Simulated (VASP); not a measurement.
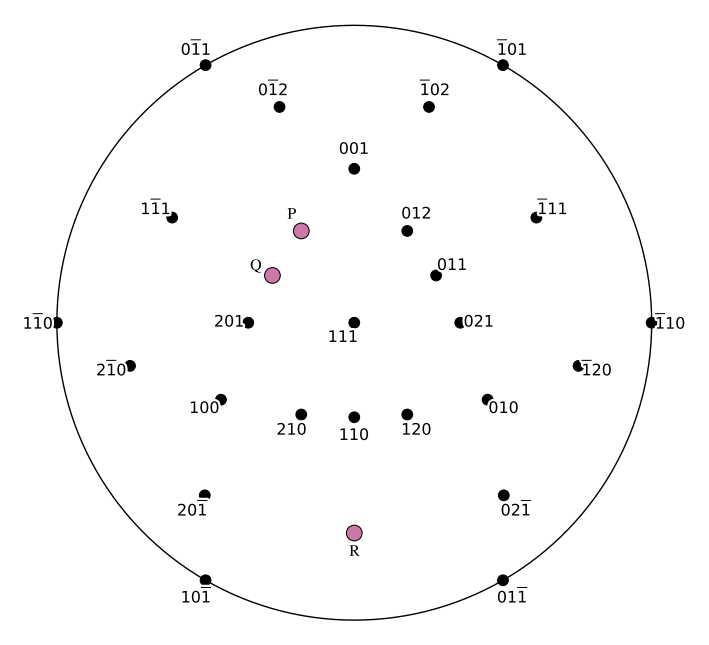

For SiC, the geometry relaxed with VASP Kohn-Sham DFT of a periodic cell, PBEsol0, VASP PAW PBE potentials, recommended in VASP: stereographic projection of plane normals (upper hemisphere) centred on (1 1 1). The drawing is computed from the coordinates (standard cell, symmetry found to 0.002 Å).

a = 4.333 Å, b = 4.333 Å, c = 4.333 Å, α = 90.00°, β = 90.00°, γ = 90.00°.

Index the poles marked P, Q, R.

P is (1 0 2), 39.2° from the centre; Q is (1 0 1), 35.3° from the centre; R is (1 1 −1), 70.5° from the centre.

What is the angle between the normals of (0 1 1) and (1 0 −1), and what are their d_hkl = 1/|g|?

120.0°; d = 3.064 Å and 3.064 Å.
